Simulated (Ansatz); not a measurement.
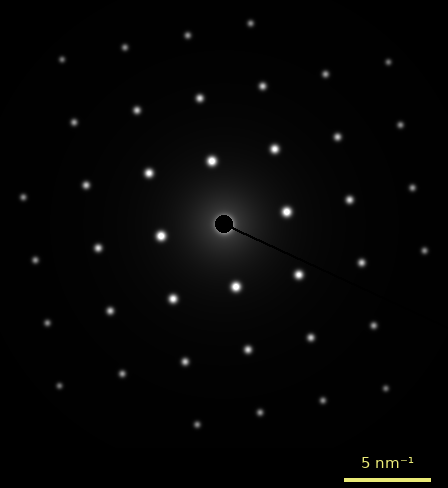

Simulated selected-area electron diffraction pattern (200 kV, kinematic approximation, thin crystal, B = 1 Å² for all atoms).

Phase: Pt, space group Pm-3m (No. 221), a = 2.678 Å. Structure: the end point of a relaxation with DFT, BLYP, plane waves (420 eV) with PAW, scalar-relativistic in Ansatz 0.2.0; the starting structure was generated, so it need not be a known form of this composition.

```json
{"atom": "Pt", "site": "1a", "symmetry": "m-3m", "x": "0.0000", "y": "0.0000", "z": "0.0000"}
```

> Determine the zone axis from the geometry of the pattern.

The spots form a square net with both shortest vectors at d = 2.68 Å, 90.0° apart. They index as 1 0 0 and 0 1 0, so the zone axis is [001] (or an equivalent direction of <001>).

> List the strongest reflections.

Strongest reflections with d > 0.82 Å, one of each family (|F|² from tabulated Gaussian fits of the electron scattering factors, times a small damping for the curvature of the Ewald sphere):

```tsv
hkl	d (Å)	I (strongest = 100)
1 0 0	2.678	100
1 1 0	1.894	58
2 0 0	1.339	27
2 1 0	1.198	20
2 2 0	0.947	9
3 0 0	0.893	7
```
